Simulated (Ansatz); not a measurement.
**Au: single-point calculation**

The run: single-point calculation of Au (slab, 5 atoms in the cell). Method and program: DFT PBEsol, scalar-relativistic, plane waves, PAW, no spin polarisation (Ansatz 0.2.0).

The structure derives from a Materials Project entry. It belongs to a series of runs on one base structure; here: repeats removed: 1. Figures and captions count atoms from 1; the log counts them from 0 in places.

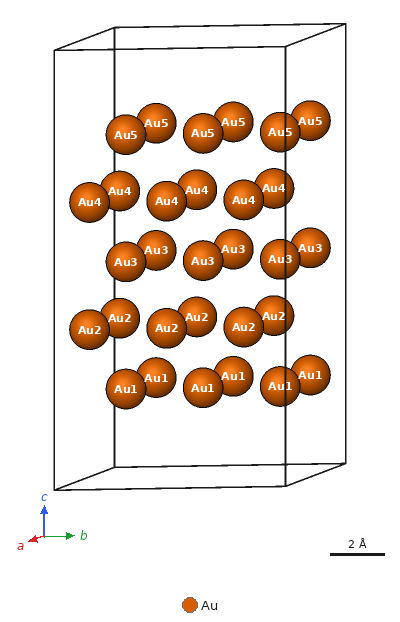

**Figure 1.** The structure (spheres-only view of the 2 × 3 repeat of the cell, with the vacuum cut short, seen slightly off an axis; atoms are numbered from 1 in the order of the input). An atom can appear more than once, as a periodic image.

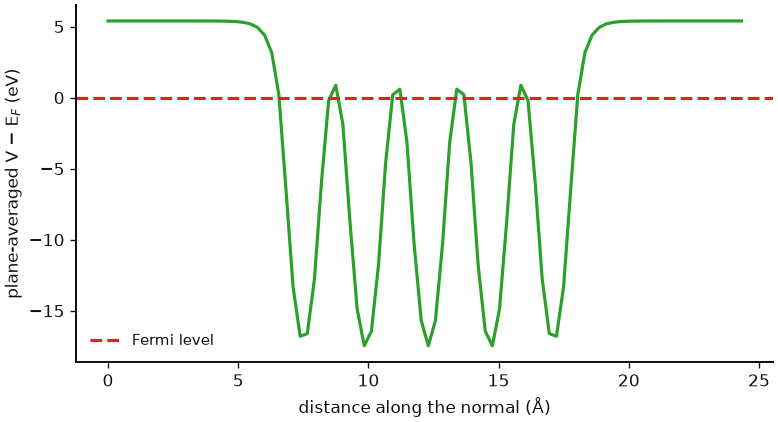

**Figure 2.** Plane average of the electrostatic potential energy of an electron across the cell, from the Fermi level. The vacuum level lies 5.39 eV above the Fermi level.

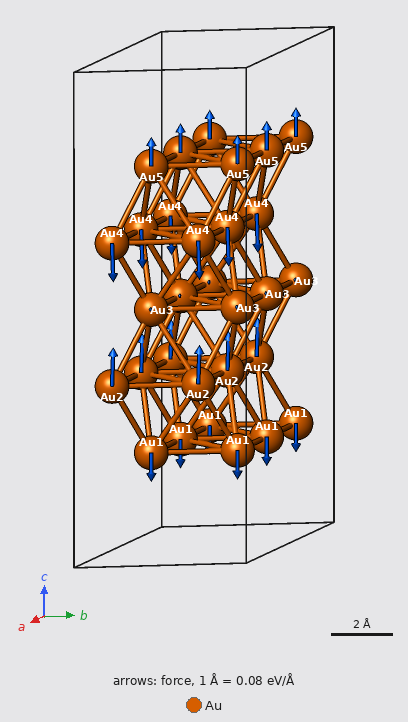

**Figure 3.** Forces on the atoms as blue arrows (ball-and-stick view of the 3 × 2 repeat of the cell, with the vacuum cut short, seen slightly off an axis; atoms are numbered from 1 in the order of the input). The largest act on Au2, Au4 (0.11 eV/Å); Au1, Au5 (0.08 eV/Å). The geometry is not a stationary point of this energy.

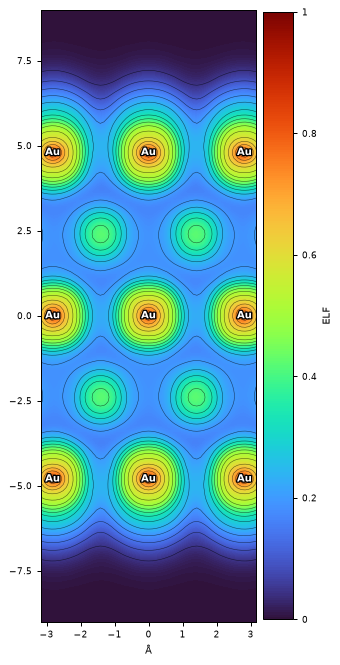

**Figure 4.** ELF on the (010) plane of the calculation cell, a cut from vacuum to vacuum. Au–Au (2.82 Å): the ELF is about 0.25 at the midpoint (no localised pair between them). The strong features right at Au lie inside the PAW spheres (semicore, d or f shells) and say nothing about bonding. In a PAW calculation such maps are meaningful between the atoms, not at the nuclei.

The input that produced these results follows, with the program's output.

## The input
```yaml
crystal:
  lattice:
    - [2.8200300622, 0.0, 0.0]
    - [-1.4100150311, 2.5170030989, 0.0]
    - [0.0, 0.0, 24.6013551323]
  atoms:
    - { symbol: Au, position: [0.336136049, 0.672272098, 0.304861255] }
    - { symbol: Au, position: [0.663863951, 0.327727902, 0.4024306275] }
    - { symbol: Au, position: [0.336136049, 0.672272098, 0.5] }
    - { symbol: Au, position: [0.663863951, 0.327727902, 0.5975693725] }
    - { symbol: Au, position: [0.336136049, 0.672272098, 0.695138745] }
basis:
  ecutwfc: 420
kpoints:
  mp_grid: { grid: [14, 14, 1] }
hamiltonian:
  xc: pbesol
scf:
  occupations: { method: gaussian, width: 0.1 }
output:
  forces: true
  stress: true
  eigenvalues: true
  write_density: true
  write_potential: true
  elf: true
  volumetric_format: npy
efield:
  axis: 3
  dipole_correction: true
  ramp_width: 0.04
```

Run as:
```bash
ansatz run input.yaml --threads 1 --pin off --max-ram 2560MiB --backend cpu --events-out ev --progress --plain --runs-dir out
```

## Log
```
Engine: ansatz 0.2.0, x86_64-unknown-linux-gnu
Pseudopotentials: kind: paw
Pseudopotential: Au, paw, valence charge 19, recommended cutoff 420 eV (normal), Au.paw.azcp
Functional definition: PBEsol
  exchange = pbesol_x
  correlation = pbesol_c
Crystal: 5 atoms, lattice volume = 174.621 Å³
Basis set: ecut = 420 eV, 3419 PW (Γ), exchange–correlation on 40×40×360 points (8 copies of the dense FFT grid, shifted against one another)
Bands: 57, of which v1, the nominal top of the filled ones, is band 48 counted from 1 (47 counted from 0)
Symmetry: 2 space group operations
k-points: 57 of 196 (time reversal used)
Non-local potential: Au, projectors of the file, l = 0: 3, l = 1: 2, l = 2: 2, l = 3: 1
PAW form: soft (Blöchl's): semilocal exchange-correlation on the pseudo side does not see the compensation charge
PAW frozen core: Au, regenerated for the run's functional, and the local potential with it (the file was generated under x = pbe(κ = 0.804, μ = 0.2195149727645171), c = pbe(β = 0.06672455060314922))
PAW one-centre angular grid: Au, 590 points (default); XC on 64 Gauss nodes
Initial density: superposition of atomic densities (neutral atoms: chi_scale 0, normalization atom), corrected by the library's trained network
Initial wavefunctions: pseudopotential atomic-orbital guess
Functional: x = pbesol(κ = 0.804, μ = 0.12345679012345678), c = pbesol(β = 0.046)
SCF iter   1: F=—  HF=-65034.641285 eV  |F-HF|=—  |Δ(HF+E_count)|=         —  Δρ=6.40e-3  dr2=7.86e-1  ethr=1.77e-3  p=0.000 e·Å  D=3.33e-13 V/Å  ΔV_dip=-0.00 eV  dr2_dipole=1.63e-9  V_vac-E_F(+/−)=4.78/4.78 eV  ⟨swp⟩=8.2  Hψ=13734  notcnv=0  defer=57
efield: sawtooth ramp at fractional position 0.9800 (placed from the atoms, in the widest stretch of the axis that holds none; the zero of the levels goes with the place), width 0.0400; the density the first Hamiltonian is built on has a dipole p = 0.000 e·Å; the dipole correction subtracts the counter field D = 3.33e-13 V/Å, which shifts the + side's vacuum level by -0.00 eV against the − side's; the planar-averaged density in the ramp window peaks in size at 5.0e-5 e/Å³
preconditioner: auto → LDOS  [metal: Δε(μ)=0.050 eV  Ē_g=9.188 eV  σ=0.100 eV  W_gap=0.27  n_scr=18 (ndim 8)  ℏωp=20.8 eV  f_vac=0.476  D(μ)=1.90/eV (n_scr^D=10)  β→1.0]
SCF iter   2: F=—  HF=-65034.616180 eV  |F-HF|=—  |Δ(HF+E_count)|=   2.51e-2  Δρ=5.68e-3  dr2=1.07e-1  ethr=8.27e-4  p=0.000 e·Å  D=1.85e-5 V/Å  ΔV_dip=-0.00 eV  dr2_dipole=2.75e-8  V_vac-E_F(+/−)=5.56/5.56 eV  ⟨swp⟩=3.1  Hψ=5425  notcnv=0  defer=154
SCF iter   3: F=—  HF=-65034.595823 eV  |F-HF|=—  |Δ(HF+E_count)|=   2.04e-2  Δρ=1.11e-3  dr2=5.62e-3  ethr=1.13e-4  p=0.000 e·Å  D=8.70e-6 V/Å  ΔV_dip=-0.00 eV  dr2_dipole=2.70e-9  V_vac-E_F(+/−)=5.37/5.37 eV  ⟨swp⟩=2.0  Hψ=4798  notcnv=0  defer=154
SCF iter   4: F=—  HF=-65034.595279 eV  |F-HF|=—  |Δ(HF+E_count)|=   5.45e-4  Δρ=3.40e-4  dr2=7.26e-4  ethr=5.92e-6  p=0.000 e·Å  D=5.27e-6 V/Å  ΔV_dip=-0.00 eV  dr2_dipole=3.36e-10  V_vac-E_F(+/−)=5.40/5.40 eV  ⟨swp⟩=2.9  Hψ=5418  notcnv=0  defer=154
SCF iter   5: F=—  HF=-65034.595207 eV  |F-HF|=—  |Δ(HF+E_count)|=   7.18e-5  Δρ=1.25e-4  dr2=5.24e-5  ethr=7.65e-7  p=0.000 e·Å  D=3.28e-6 V/Å  ΔV_dip=-0.00 eV  dr2_dipole=6.02e-11  V_vac-E_F(+/−)=5.40/5.40 eV  ⟨swp⟩=2.0  Hψ=4524  notcnv=0  defer=154
SCF iter   6: F=—  HF=-65034.595304 eV  |F-HF|=—  |Δ(HF+E_count)|=   9.68e-5  Δρ=4.52e-5  dr2=1.66e-5  ethr=5.52e-8  p=0.000 e·Å  D=1.62e-6 V/Å  ΔV_dip=-0.00 eV  dr2_dipole=1.54e-12  V_vac-E_F(+/−)=5.40/5.40 eV  ⟨swp⟩=2.2  Hψ=5014  notcnv=0  defer=130
SCF iter   7: F=—  HF=-65034.595302 eV  |F-HF|=—  |Δ(HF+E_count)|=   1.81e-6  Δρ=1.99e-5  dr2=1.19e-6  ethr=1.75e-8  p=0.000 e·Å  D=6.55e-7 V/Å  ΔV_dip=-0.00 eV  dr2_dipole=1.72e-12  V_vac-E_F(+/−)=5.39/5.39 eV  ⟨swp⟩=2.0  Hψ=4467  notcnv=0  defer=126
SCF iter   8: F=—  HF=-65034.595302 eV  |F-HF|=—  |Δ(HF+E_count)|=   2.63e-7  Δρ=5.73e-6  dr2=1.01e-7  ethr=1.05e-10  p=0.000 e·Å  D=1.39e-7 V/Å  ΔV_dip=-0.00 eV  dr2_dipole=1.15e-12  V_vac-E_F(+/−)=5.39/5.39 eV  ⟨swp⟩=19.8  Hψ=31048  notcnv=0
SCF iter   9: F=-65034.595302 eV  HF=-65034.595302 eV  |F-HF|=2.55e-8  |Δ(HF+E_count)|=   1.14e-7  Δρ=1.49e-6  dr2=3.18e-9  ethr=1.05e-10  p=0.000 e·Å  D=2.21e-8 V/Å  ΔV_dip=-0.00 eV  dr2_dipole=3.93e-13  V_vac-E_F(+/−)=5.39/5.39 eV  ⟨swp⟩=13.3  Hψ=24119  notcnv=0
SCF 1 converged in 9 iterations: F = -65034.595302 eV  dr2 = 3.18e-9
  greatest PAW one-centre occupation: 1.001 electrons in one spin orbital (limit 2), on the Au atom at site 2 (counted from 0), in its partial waves of l = 0
WARN: The output density's exchange-correlation potential varies sharply where the density is thin. Do not read a vacuum level from v_tot or v_xc, or from such a field of the output density. On a cell that repeats whose density bears no net charge and no dipole along the vacuum's axis use v_es (v_loc + v_h of the components); under efield.dipole_correction with no amplitude use v_es + v_field, which holds any external_charges[].barrier, or the levels of the report's work_function block, which leave it out; under a non-zero efield.amplitude the vacuum is tilted and has no level; on a cell that repeats and bears such a dipole with no correction it is tilted too, and efield.dipole_correction with no amplitude gives each side of its ramp a level where efield: is served; in a cell that repeats whose density bears a net charge (total_charge, or a fill off its count) it is curved and has none; of a slab under crystal.periodic whose density bears no net charge use v_es, which has a level on each side, short of where the two are joined; of another it falls or rises all the way out and has none; of a slab beside external_charges read slab_vacuum_level instead, which it has where they leave it neutral. The grid or the basis barely resolves most such structure, and the values can differ between equally converged runs; as a rule a tighter scf.convergence.dr2_threshold does not remove it. Where the density itself ripples (under the LDA too) a higher basis.ecutwfc lessens it. The files hold the spikes' plane waves up to the density's cutoff. Files: v_tot_of_output_density and the like, and their columns of v_z.tsv (output.write_potential); v_xc_of_output_density and the like, and their columns of v_comp_z.tsv (output.write_potential_components). Measured: with its Gaussian average of σ = 0.25 Å subtracted twice, the exchange-correlation potential is over 0.1 eV at 126 of the grid points where the equally averaged density (valence and model cores) is under 1e-3 e/Å³, and 0.274 eV at the most among them, at an averaged density of 1.4e-8 e/Å³. The input density's (outcome.potential() and, of a run that writes arrays, v_tot and v_xc) is over 0.1 eV, so measured, at 72 points of its own thin density, 0.124 eV at the most. See output.write_potential in the manual, Limitations
SCF converged after 9 iterations
Free energy (F): -65034.595302 eV
Harris-Foulkes:  -65034.595302 eV  (|F-HF|=2.55e-8)
Internal energy: -65034.582449 eV  (E = F + TS)
E sigma→0 (E₀):  -65034.588875 eV
Entropy (-TS):   -0.012854 eV (-2.571 meV/atom)
Fermi energy:    7.157089 eV
Dipole field:    D = -0.000001 V/Å  (p = -0.000001 e·Å, saw-weighted, corrected)
Work function:   Φ+ = 5.3920 eV   Φ− = 5.3920 eV
Levels:          The Fermi level and band energies are counted from a zero that moves with the ramp; work functions are not
--- Per-component energies (eV) ---
  E_band       = -2291.297658
  E_kinetic    = 3021.821576
  E_local      = -135752.764950  (includes V_loc(G=0)·N_el)
  E_nonlocal   = 388.469733
  E_hartree    = 66620.268771
  E_xc         = -1130.893040
  E_vxc        = -1370.260270  (∫ρ·V_xc dr)
  E_paw        = -47829.068065  (= ΣΔE_a)
  E_vpaw       = -1819.100553  (= ΣTr[D̂ρ^β])
  E_aug_tail   = 0.007059  (compensation charges beyond the density's cutoff)
  E_efield     = 0.000000  (sawtooth field / dipole correction)
  E_vefield    = 0.000000  (∫n·V_field dr)
  E_ewald      = 49646.029072
  E_core_change = 1.547395  (= ΣΔE_core)
  E_smearing   = -0.012854  (= −TS)
  E_closure    = 0.000000  (closes the sum)
  Σ components = -65034.595302   (vs F -65034.595302, Δ=0.00e0)
--- Forces (eV/Å), atoms counted from 1 ---
  atom   1  Au     0.00000000     0.00005407    -0.07889933
  atom   2  Au     0.00000000     0.00368230     0.10557124
  atom   3  Au     0.00000000    -0.00747328     0.00000000
  atom   4  Au     0.00000000     0.00368234    -0.10557134
  atom   5  Au     0.00000000     0.00005406     0.07889949
  max |Σ_I F_I| component: 5.14e-7 eV/Å
--- Stress (GPa, compression-positive) ---
       -2.049302       0.000000       0.000000
        0.000000      -2.716065       0.000000
        0.000000       0.000000       0.229831
  P = ⅓ Tr σ = -1.5118 GPa (-15.118 kbar)
--- Band table (eV; the first three rows and the last of 57) ---
  k-point 0: bands = ["-98.2738", "-98.2731", "-98.2540", "-97.8767", "-97.8767", "-49.7384", "-49.6691", "-49.6082", "-49.6052", "-49.6008", "-49.5979", "-49.5970", "-49.5753", "-49.5589", "-49.2215", "-49.2215", "-49.2176", "-49.2176", "-49.2013", "-49.2012", "-2.4243", "-1.6155", "-0.6382", "-0.0806", "-0.0707", "2.3058", "2.3986", "2.3990", "2.4560", "2.6314", "2.7975", "2.7986", "2.8240", "2.9448", "2.9784", "2.9853", "3.2951", "3.3401", "3.7968", "3.9133", "3.9893", "4.2633", "4.4265", "4.7338", "4.8303", "5.0716", "5.1268", "5.1295", "5.1460", "6.1694", "7.0721", "11.5120", "12.4574", "12.5940", "14.0430", "14.5195", "16.5908"]
  k-point 1: bands = ["-98.2733", "-98.2727", "-98.2537", "-97.8763", "-97.8763", "-49.7360", "-49.6687", "-49.6104", "-49.6098", "-49.6093", "-49.6072", "-49.5941", "-49.5771", "-49.5669", "-49.2300", "-49.2300", "-49.2195", "-49.2195", "-49.2006", "-49.2004", "-2.2693", "-1.4639", "-0.4885", "0.0537", "0.0760", "2.2329", "2.3351", "2.3493", "2.4269", "2.5795", "2.8162", "2.8703", "2.8858", "2.8912", "2.9600", "3.0697", "3.3734", "3.4317", "3.5958", "3.7920", "3.9526", "4.2565", "4.3997", "4.7603", "4.8205", "4.8527", "5.1213", "5.1283", "5.1614", "6.5223", "7.5573", "11.5821", "12.5714", "12.7116", "14.1671", "14.6143", "16.7013"]
  k-point 2: bands = ["-98.2721", "-98.2716", "-98.2526", "-97.8752", "-97.8752", "-49.7294", "-49.6686", "-49.6340", "-49.6329", "-49.6166", "-49.6129", "-49.5947", "-49.5885", "-49.5821", "-49.2536", "-49.2536", "-49.2251", "-49.2251", "-49.1983", "-49.1983", "-1.8244", "-1.0378", "-0.0807", "0.4083", "0.4713", "2.0854", "2.1443", "2.1534", "2.3506", "2.4906", "2.6558", "2.7672", "2.9977", "3.1266", "3.1469", "3.2022", "3.3326", "3.5371", "3.6630", "3.6894", "3.9379", "4.0710", "4.3513", "4.4273", "4.7588", "4.7904", "5.1282", "5.1992", "5.5723", "7.1599", "8.5893", "11.8043", "12.9129", "13.0670", "14.5350", "14.8961", "17.0173"]
  k-point 56: bands = ["-98.2634", "-98.2633", "-98.2449", "-97.8669", "-97.8669", "-49.7867", "-49.7811", "-49.7604", "-49.6794", "-49.6729", "-49.6569", "-49.6471", "-49.6159", "-49.6128", "-49.3882", "-49.3882", "-49.2920", "-49.2920", "-49.1822", "-49.1822", "0.9001", "0.9217", "1.2371", "1.2767", "1.4146", "1.6502", "1.9598", "2.0736", "2.1549", "2.4805", "2.5617", "2.7882", "3.0798", "3.1766", "3.3338", "3.5092", "3.5154", "3.7173", "4.3264", "4.3460", "4.6545", "4.8937", "5.2374", "5.4662", "5.5408", "7.4187", "7.8195", "8.5474", "9.7448", "11.3139", "11.9550", "12.7182", "13.7957", "13.9457", "14.2958", "14.6346", "15.5838"]
```

## Summary

```csv
quantity,value
outcome,converged
electrons treated,95
free energy,−65034.5953 eV
"work function, top face",5.39 eV
"work function, bottom face",5.39 eV
Fermi energy,7.157 eV
gap on the k-point mesh,none (metallic)
work function (upper face),5.39 eV
largest force (length of the vector),0.106 eV/Å
hardware,"1 thread of Intel Xeon (Granite Rapids), 192 GiB of memory available, shared host"
wall time,38 s
peak memory,0.64 GiB
```

## Remarks

The program warns: the exchange-correlation potential is rough where the density is thin. Spin–orbit coupling is left out, which matters for Au.
